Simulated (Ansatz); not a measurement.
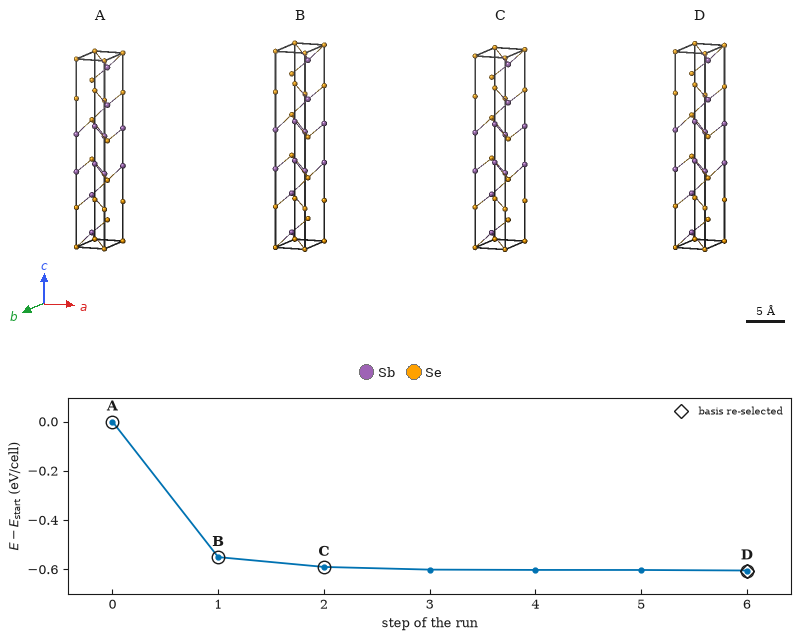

Frames of a relaxation of a crystal of Sb2Se3 (built on the tetradymite type), marked on the history of the run. A ball-and-stick model of the conventional cell (3 times the calculation's cell), seen from a free direction. Lengths and directions refer to the drawn axes.

Method: DFT, PBE-D3(BJ), plane waves, PAW in Ansatz. (plane-wave cutoff 420 eV; k-point mesh 8 × 8 × 8; occupations fermi dirac; smearing width 0.02 eV; no spin polarisation; cell and atoms relaxed; force threshold 0.005 eV/Å)

Q: Describe the path.

A: The largest moves relative to the cell, 0.035 Å, are those of Se atoms. By element the largest moves are Se 0.035 Å, Sb 0.007 Å. The drawn cell changes as follows: a = b 3.812 → 4.026 Å (+5.6 %), c 26.955 → 28.060 Å (+4.1 %); the volume changes by +16.1 %. Near-neighbour distances that change, for instance: Sb–Se 2.841 → 2.979 Å, Sb–Se 2.679 → 2.800 Å. The space group stays R-3m (No. 166). Over 5 accepted moves (6 points after the start) the energy falls by 0.605 eV per cell of the calculation. Largest force component: 0.95 eV/Å at the start, 0.0043 eV/Å at the end. The pressure goes from 12.64 to 0.02 GPa. At 1 point the geometry stayed and the basis and grid were re-selected for the new cell (energy shift of 2.1 meV per cell of the calculation at most each time). From step 0 to 1: Se atoms move most (0.07 Å), volume +14.7 %, energy −0.550 eV per cell of the calculation. From step 1 to 2: Se atoms move most (0.09 Å), volume +1.3 %, energy −39.9 meV per cell of the calculation. From step 2 to 6: volume −0.2 %, energy −14.5 meV per cell of the calculation.

```
step  E − E(0), meV/atom  largest force component, eV/Å  pressure, GPa  volume, Å³/atom                      note
   0                0.00                         0.9539          12.64           22.619                          
   1             -110.04                         0.5785          -0.80           25.952                          
   2             -118.02                         0.0578          -0.17           26.303                          
   3             -120.20                         0.0269          -0.02           26.177                          
   4             -120.45                         0.0186           0.05           26.196                          
   5             -120.49                         0.0037           0.03           26.253                          
   6             -120.91                         0.0043           0.02           26.253  same geometry, new basis
```
